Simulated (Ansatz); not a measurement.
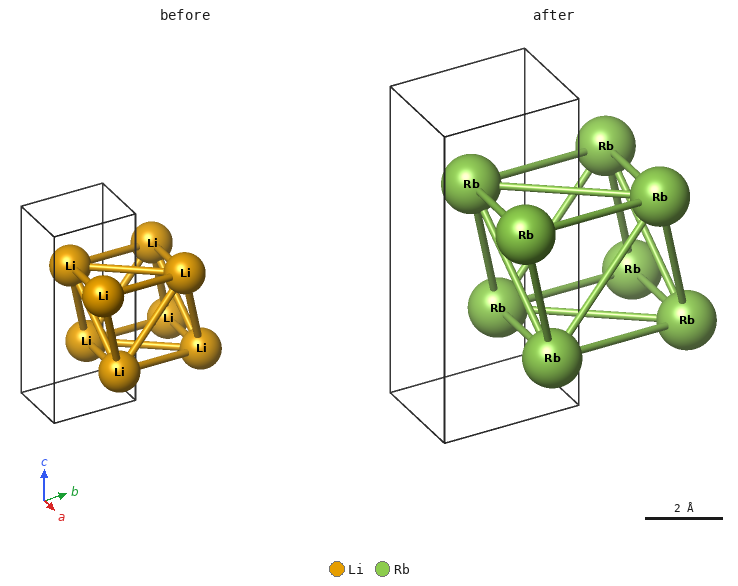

Left: a crystal of Li (set up in P6_3/mmc). Right: the same structure after one change, at the same scale. Style: ball-and-stick. Shown: the cell of the calculation, repeated 2 × 2 × 1 with one cell outlined, slightly off an axis.

Level of theory: Ansatz 0.2.0, DFT r2SCAN, scalar-relativistic, plane waves, PAW. Settings: plane-wave cutoff 500 eV; occupations gaussian; smearing width 0.1 eV; no spin polarisation. The k-mesh is chosen for each cell (18×18×8, 12×12×6).

**Which change leads from the left to the right?**

Every lithium atom is replaced by rubidium, which gives Rb. Cell and atoms are relaxed again (to zero pressure within 0.1 GPa, forces under 0.01 eV/Å).

**What does the change do?**

The volume per atom goes from 20.97 to 93.90 Å³. The drawn cell changes as follows: a = b 3.087 → 5.097 Å (+65.1 %), c 5.080 → 8.348 Å (+64.3 %); the volume changes by +347.9 %. The space group stays P6_3/mmc (No. 194).
